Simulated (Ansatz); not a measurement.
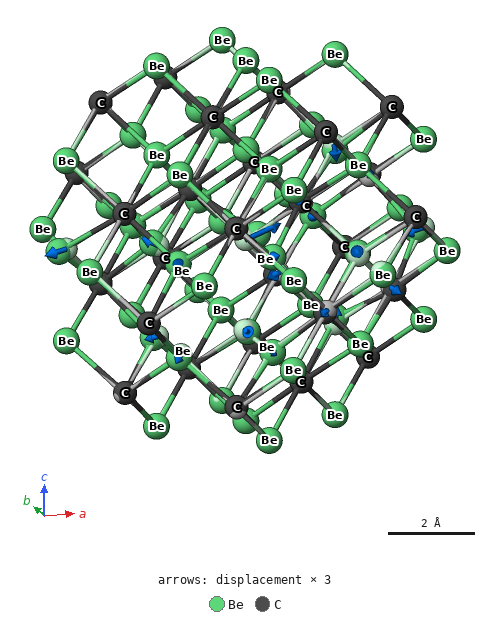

This is a relaxation of a defect cell of composition Be63C31. The starting structure is drawn faded, the final one solid; blue arrows show the displacements, magnified 3 times.

The picture is a ball-and-stick view of the atoms within 5.0 Å of the atom that moves most (axes of the cell of the calculation (origin shifted)), seen slightly off an axis.

Computed with Ansatz 0.2.0, DFT, PBEsol, PAW, plane waves. Settings: plane-wave cutoff 420 eV; k-point mesh 1 × 1 × 1; mesh shifted by (0.25, 0.25, 0.25); collinear spin; atoms relaxed in a fixed cell; force threshold 0.03 eV/Å; at most 80 steps.

> Atoms of which element are displaced furthest, and by how much?

Beryllium: up to 0.34 Å, against 0.14 Å for carbon.

> Describe the change and its energy.

A Be atom moves most: 0.34 Å along [3 1 1]. By element the largest moves are Be 0.34 Å, C 0.14 Å. The lattice vectors keep their values. Among the contacts that change: Be–C 1.826 → 1.984 Å, Be–C 1.849 → 1.984 Å, Be–C 1.830 → 1.954 Å, Be–C 1.910 → 1.793 Å. Bond angles that change, for instance: C–Be–C 108.3° → 131.9°, C–Be–C 108.9° → 124.5°, C–Be–C 109.6° → 124.5°. Over 4 geometry steps the energy falls by 3.466 eV per cell of the calculation. Largest force component: 2.7 eV/Å at the start, 0.022 eV/Å at the end. The program noted that the starting moments weren't kept. Cost: 22 s on 8 threads of Intel(R) Xeon(R) 6975P-C, peak memory 1.9 GiB.
